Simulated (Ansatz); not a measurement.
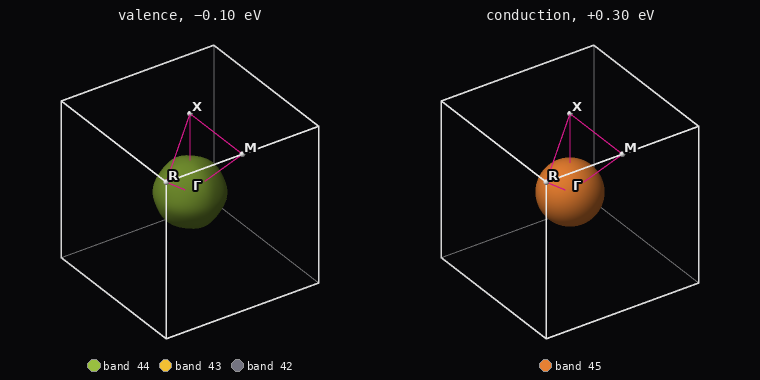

Cu2O (Pn-3m): constant-energy surfaces at both band edges (energies from each edge).

Computed with DFT PBE, scalar-relativistic, plane waves, PAW; levels and slopes on a dense k mesh at the converged density (Ansatz 0.2.0). No spin polarisation. Mesh 26×26×26, interpolated with the band slopes. Cell and positions as given, without relaxation (residual pressure 3 GPa).

Masses come from a second pass at points close to the extrema; at the energies drawn a band may no longer be parabolic.

Is the gap direct or indirect, and how large does the calculation make it?

Answer. The gap is direct, 0.53 eV at this level of theory, which underestimates gaps and can reorder valleys that lie close.

Give the valleys and their effective masses.

Answer. Valence band (extrema up to 0.10 eV from the edge): one maximum at Γ, three bands meeting there, with masses of 0.14 and 3.31 mₑ among them, each the same along x, y and z. Band 44 forms the valence edge; band 43 meets it there and band 42 meets it there.
Conduction band (extrema up to 0.30 eV from the edge): one minimum at Γ, mass 0.94 mₑ in all directions. Band 45 forms the conduction edge.

Where one band's surface lies inside another's, the outer one hides all or part of it.

Spin-orbit coupling, left out here, can split bands that meet at an edge and change their masses.
